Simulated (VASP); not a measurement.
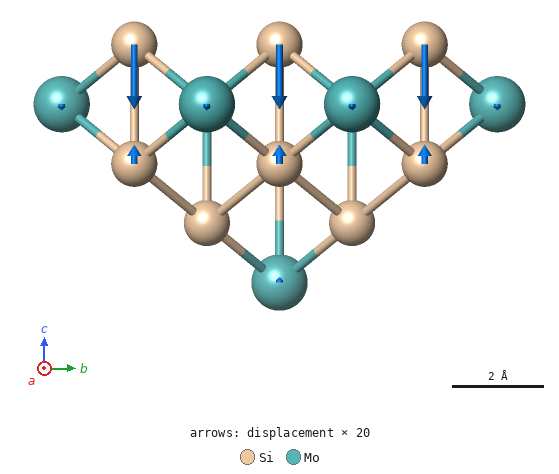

This is a relaxation of a slab of composition Si$_{2}$Mo. The starting structure is drawn; blue arrows show the displacements, 20 times their true length.

Style: ball-and-stick. Shown: the atoms within 5.8 Å of the atom that moves most (axes of the 2 × 2 repeat of the cell, outlined in the plane, without the vacuum), along the a axis.

The run lets the atoms move in a fixed cell. 4 atoms are held fixed.

Method: Kohn-Sham DFT of a periodic cell, PBE, VASP PAW PBE potentials, recommended in VASP.

The input:
```
SYSTEM = Si2Mo
PREC = Accurate
ENCUT = 520
EDIFF = 1E-6
ISMEAR = -1
SIGMA = 0.05
LREAL = .FALSE.
LASPH = .TRUE.
NELM = 60
ALGO = Normal
ISIF = 2
LWAVE = .FALSE.
LCHARG = .FALSE.
LDIPOL = .TRUE.
IDIPOL = 3
DIPOL = 0.5 0.5 0.500
GGA = PE
IBRION = 2
NSW = 40
EDIFFG = -0.01
```

Launched with:
```bash
cat potpaw_PBE.64/Si/POTCAR potpaw_PBE.64/Mo_sv/POTCAR > POTCAR
mpirun -np 1 vasp_std > vasp.out
```

Q: Which element moves most?

A: Silicon: up to 0.072 Å, against 0.007 Å for molybdenum.

Q: Describe the change and its energy.

A: The energy falls by 31.2 meV per cell of the calculation in 11 geometry steps. The largest force component goes from 0.65 to 0.65 eV/Å. A Si atom moves most: 0.072 Å along the normal (−c). Largest moves by element: Si 0.072 Å, Mo 0.007 Å. The cell stays as it was. Among the contacts that change: Si–Si 2.626 → 2.533 Å, Mo–Si 2.616 → 2.584 Å, Mo–Si 2.618 → 2.633 Å, Mo–Si 2.618 → 2.606 Å. Among the angles between lasting bonds that change: Mo–Si–Mo 119.8° → 122.2°.
